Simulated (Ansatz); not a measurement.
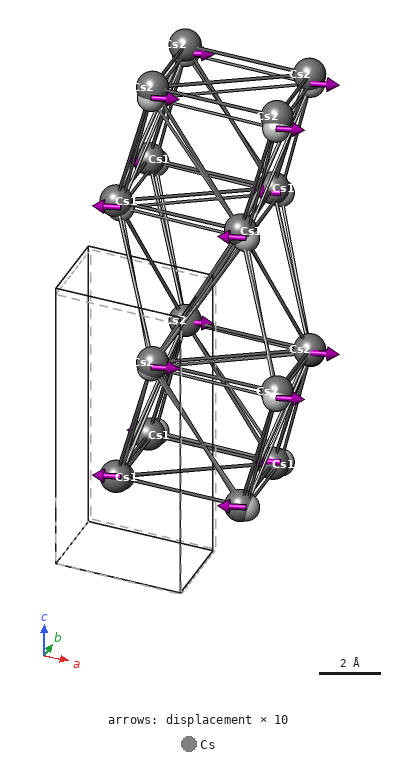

A symmetric starting cell of Cs, drawn pale, and a changed version of it, drawn solid. The purple arrows show how the atoms are displaced (without the part that the change of the cell carries along), magnified 10 times. Besides, the cell is strained by +2.3 % along c, −1.3 % along [2 1 0], −6.1 % along b (volume −5.3 %). A ball-and-stick model of the cell of the calculation, repeated 2 × 2 × 2 with one cell outlined, seen slightly off an axis.

Computed with Ansatz 0.2.0, DFT PBEsol, scalar-relativistic, plane waves, PAW. Set-up: plane-wave cutoff 420 eV; k-point mesh 8 × 8 × 4; occupations gaussian; smearing width 0.1 eV; no spin polarisation.

**Describe the displacements and the computed response.**

Atoms are displaced by 0.10 Å relative to the cell: Cs1 0.10 Å along [−2 −1 0]. No relaxation follows. The starting cell wasn't computed here and needn't be at equilibrium, so pressure and forces aren't due to the change alone. Near-neighbour distances before and after: Cs–Cs 5.566 → 5.226 to 5.427 Å, Cs–Cs 5.635 → 5.591 to 5.694 Å. The space group (tolerance 0.01 Å) goes from P6_3/mmc (No. 194) to Cmcm (No. 63). The pressure is −0.1 GPa (not all of it need come from the change, since the unchanged cell can be under pressure at this level too). The principal stresses (compression positive) are −0.3 GPa along c and none across it. The forces stay under 0.01 eV/Å.
